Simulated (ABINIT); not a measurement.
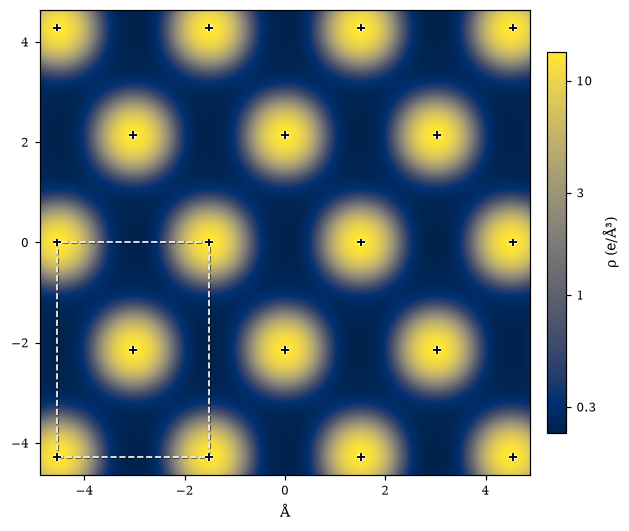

The valence charge density (pseudo) on a plane through atoms (crosses mark nuclei in the plane).

These are results of ABINIT 10.8.3, Kohn-Sham DFT of a periodic cell, PBEsol, JTH PAW PBE v2.0, not measurements.

Candidates:
A. Fe, a = 2.89 Å, b = 2.89 Å, c = 2.89 Å, α = 90.00°, β = 90.00°, γ = 90.00°. Space group Im-3m; computed pressure about −23 GPa in this cell; spin-polarised.
B. V, a = 3.03 Å, b = 3.03 Å, c = 3.03 Å, α = 90.00°, β = 90.00°, γ = 90.00°. Space group Im-3m; computed pressure about −11 GPa in this cell; spin-polarised.
C. W, a = 3.16 Å, b = 3.16 Å, c = 3.16 Å, α = 90.00°, β = 90.00°, γ = 90.00°. Space group Im-3m; computed pressure about −4 GPa in this cell.

> Which system is this?

Candidate B: V on the (11̄0) plane of the conventional cell, which holds V. V–V (2.62 Å): ρ at the midpoint is about 0.28 e/Å³.
